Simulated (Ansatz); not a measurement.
```yaml
crystal:
  lattice:
    - [2.92029, 0.00000, 0.00000]
    - [-1.46015, 2.52905, 0.00000]
    - [0.00000, 0.00000, 10.53191]
  atoms:
    - { symbol: Li, position: [0.00000, 0.00000, 0.50000] }
    - { symbol: Li, position: [0.00000, 0.00000, 0.00000] }
    - { symbol: Nb, position: [0.66667, 0.33333, 0.25000] }
    - { symbol: Nb, position: [0.33333, 0.66667, 0.75000] }
    - { symbol: O, position: [0.33333, 0.66667, 0.12381] }
    - { symbol: O, position: [0.33333, 0.66667, 0.37619] }
    - { symbol: O, position: [0.66667, 0.33333, 0.62381] }
    - { symbol: O, position: [0.66667, 0.33333, 0.87619] }
```

Space group P6₃/mmc; a generated structure, not necessarily the stable one; computed pressure about −4 GPa in this cell.

Method: DFT r2SCAN, scalar-relativistic, plane waves, PAW (Ansatz 0.2.0).

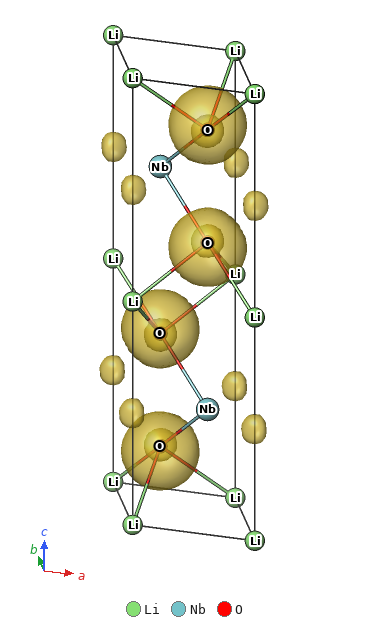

LiNbO2. Isosurface of the ELF at 0.7 (yellow), seen at an oblique angle. Core shells and regions of very low density are left out. Sticks mark near contacts.

In a PAW calculation such maps are meaningful between the atoms, not at the nuclei.

**Describe the localisation domains.**

The ELF exceeds this value in four regions wrapped around O (the valence shell of each) and two pockets between the atoms, centred on no nucleus (multi-centre or interstitial), counted in one cell of 8 atoms. Regions shared between cells count once. Along the contacts the grid gives the following. Li–O (2.13 Å): the ELF peaks at about 0.85 in the valence shell of O, 0.6 Å from its nucleus, and falls to about 0 next to Li (a largely ionic contact). Nb–O (2.15 Å): the ELF peaks at about 0.80 in the valence shell of O, 0.6 Å from its nucleus, and drops to about 0.15 between the two atoms; no localised pair shows between them.

**How much charge does the calculation move between the atoms?**

Electrons move from Li and Nb towards O. Bader charges: Li +0.91, Nb +1.79 and O −1.35 e.
